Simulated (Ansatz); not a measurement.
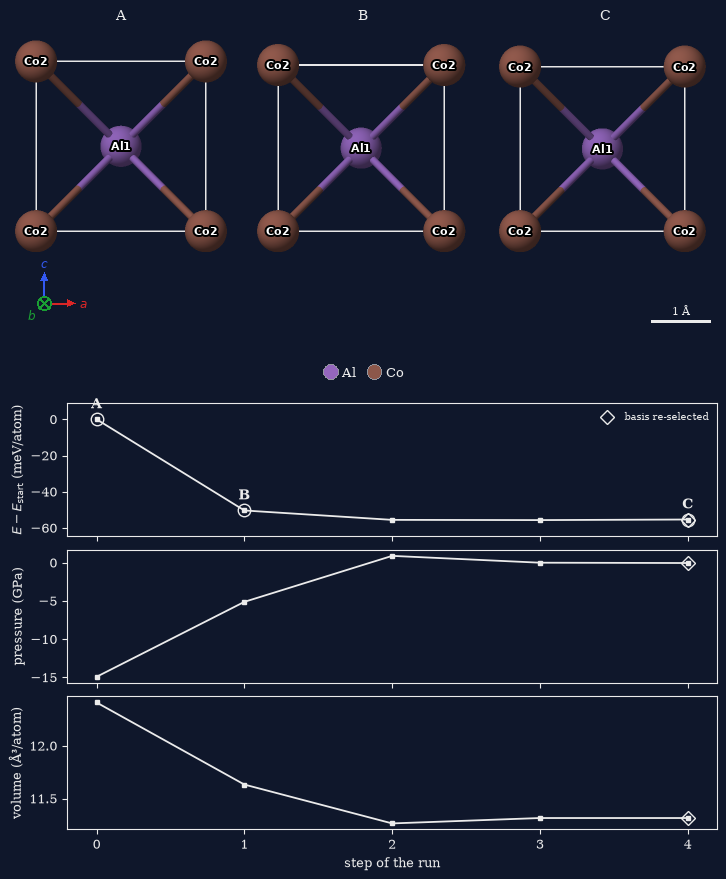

Frames of a relaxation of solid AlCo (a generated structure, set up in Pm-3m) (coarse preliminary run), marked on the history of the run. The picture is a ball-and-stick view of the cell of the calculation, seen along the b axis.

Case: In → Al, Rh → Co on all its sites, cell and atoms relaxed.

Method: DFT r2SCAN, scalar-relativistic, plane waves, PAW (Ansatz). Settings: plane-wave cutoff 500 eV; k-point mesh 6 × 6 × 6; occupations gaussian; smearing width 0.1 eV; collinear spin; cell and atoms relaxed; force threshold 0.05 eV/Å; at most 60 steps.

Describe the path.

Answer. The atoms keep their places relative to the cell (all moves are under 0.005 Å). Cell: a = b = c 2.917 → 2.829 Å (−3.0 %). Volume −8.8 %. Among the contacts that change: Al1–Co2 2.526 → 2.450 Å. The space group stays Pm-3m (No. 221). After 3 accepted moves (4 points after the start) the energy has fallen by 55.3 meV per atom. All forces vanish by symmetry, so only the cell relaxes. Pressure: −14.92 GPa at the start and −0.04 GPa at the end. At 1 point the geometry stayed and the basis and grid were re-selected for the new cell (energy shift of 0.3 meV per atom at most each time). The run took 18 s on 1 thread of Arm Neoverse V2, on a shared host, peak memory 0.35 GiB. From step 0 to 1: volume −6.3 %, energy −50.3 meV per atom. From step 1 to 4: volume −2.7 %, energy −5.0 meV per atom.
